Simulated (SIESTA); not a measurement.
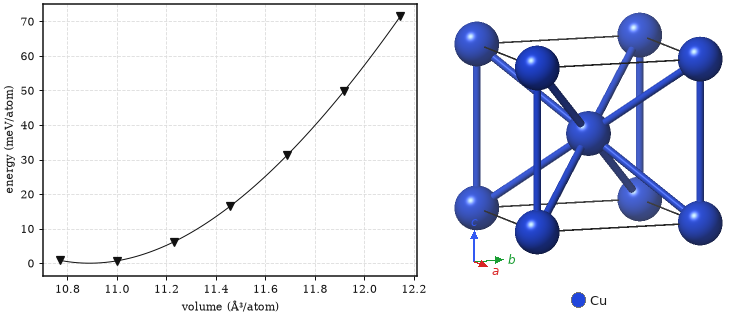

Plotted: energy against volume for Cu, space group I4/mmm (No. 139). The conventional cell is drawn beside the plot.

The given structure:
```cif
data_structure
_symmetry_space_group_name_H-M 'P 1'
_symmetry_Int_Tables_number 1
_cell_length_a 2.4611
_cell_length_b 2.4611
_cell_length_c 2.4611
_cell_angle_alpha 108.218
_cell_angle_beta 108.218
_cell_angle_gamma 112.008
_cell_volume 11.46
loop_
_atom_site_label
_atom_site_type_symbol
_atom_site_fract_x
_atom_site_fract_y
_atom_site_fract_z
_atom_site_occupancy
Cu1 Cu 0.00000 0.00000 0.00000 1
```

How it was computed, with SIESTA 5.4.2: DFT in numerical atomic orbitals with pseudopotentials, no spin polarisation; energies at scaled volumes of the given cell, shape and fractions fixed, counted from the fit's minimum, third-order Birch-Murnaghan fit. Level: LDA.

- k mesh: 13×13×13
- occupations: Fermi–Dirac
- smearing width: 0.05 eV
- potentials: PseudoDojo 0.4 standard, converted to PSML, two zetas on semicore shells
- program settings: basis DZP, mesh cutoff 800 Ry

From this curve and the settings, what does the calculation give for the pressure at the same points?

The pressure falls from 2.31 GPa at volume 10.77 Å³/atom to −16.25 GPa at 12.15 Å³/atom, and changes sign near 10.89 Å³/atom.

```json
{"volume (Å³/atom)": "10.77", "pressure (GPa)": "2.31"}
{"volume (Å³/atom)": "11.00", "pressure (GPa)": "-1.98"}
{"volume (Å³/atom)": "11.23", "pressure (GPa)": "-5.56"}
{"volume (Å³/atom)": "11.46", "pressure (GPa)": "-8.91"}
{"volume (Å³/atom)": "11.69", "pressure (GPa)": "-11.51"}
{"volume (Å³/atom)": "11.92", "pressure (GPa)": "-14.17"}
{"volume (Å³/atom)": "12.15", "pressure (GPa)": "-16.25"}
```

Limits of the calculation: mulliken charges of long orbitals; short basis over semicore shells; shape and atomic fractions are frozen while scaling, which makes layered, chain and framework solids too stiff.
